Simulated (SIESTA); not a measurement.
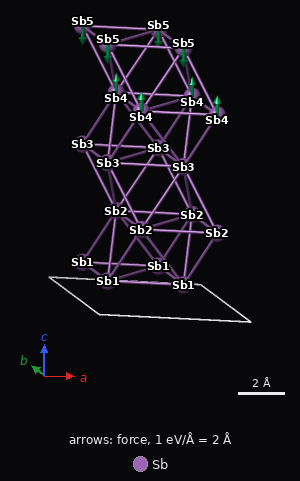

Starting geometry of a slab of composition Sb with the computed forces as green arrows. Style: ball-and-stick. Shown: the 2 × 2 repeat of the cell, outlined in the plane, without the vacuum, slightly off an axis.

The run lets the atoms move in a fixed cell.

The calculation used Kohn-Sham DFT of a periodic cell, LDA, PseudoDojo 0.4 standard, converted to PSML (SIESTA 5.4.2).

Input
```python
from ase.io import read
from ase.calculators.siesta import Siesta
from ase.units import Ry, GPa
from ase.optimize import LBFGS
from ase.constraints import FixAtoms

atoms = read("POSCAR")

fdf = {
    'SCFMustConverge': False,
    'OccupationFunction': 'FD',
    'ElectronicTemperature': '0.05 eV',
    'Slab.DipoleCorrection': 'vacuum',
    'MaxSCFIterations': '120',
    'SCF.Mixer.Method': 'Pulay',
    'SCF.Mixer.Weight': '0.25',
    'SCF.Mixer.History': '8',
    'SCF.DM.Tolerance': '5.0e-05',
    'SCF.H.Tolerance': '1.0e-03 eV',
    'WriteForces': 'true',
    'Charge.Mulliken': 'end',
}
calc = Siesta(
    label="Sb",
    command="siesta < PREFIX.fdf > PREFIX.out",
    pseudo_path="pseudos",
    pseudo_qualifier="",
    xc=('LDA', 'PW92'),
    basis_set="DZP",
    mesh_cutoff=500 * Ry,
    energy_shift=0.01 * Ry,
    kpts=[9, 9, 1],
    spin="non-polarized",
    fdf_arguments=fdf,
)
atoms.calc = calc

atoms.set_constraint(FixAtoms([0, 1]))
opt = LBFGS(atoms, trajectory="relax.traj")
converged = opt.run(fmax=0.01, steps=40)
print("converged:", converged)
print("cell (A):", atoms.cell.cellpar().round(5))
print("scaled positions:")
print(atoms.get_scaled_positions().round(6))
print(f"energy = {atoms.get_potential_energy():.6f} eV")
free = atoms.get_potential_energy(force_consistent=True)
print(f"free energy = {free:.6f} eV")
print("forces (eV/A):")
print(atoms.get_forces(apply_constraint=False).round(6))
print("stress (GPa, Voigt order, tension positive):", (atoms.get_stress() / GPa).round(4))
```

Run as
```bash
python run.py
```

Question: Is this structure relaxed? If not, where do the atoms go?

Answer: It isn't relaxed: the largest force vector, on Sb4, is 0.44 eV/Å. The atoms end up moving mostly along the starting forces (cosine between the two patterns 0.94). The largest move is that of Sb5, 0.12 Å along the normal (−c). The cell stays as it was. Near-neighbour distances that change, for instance: Sb4–Sb5 3.299 → 3.158 Å, Sb3–Sb4 3.299 → 3.349 Å. The energy falls by 51.6 meV per cell of the calculation in 13 geometry steps. The largest force component goes from 0.44 to 0.0048 eV/Å. The run took 6.5 min on 1 thread of Arm Neoverse V1 (shared host), peak memory 0.29 GiB.
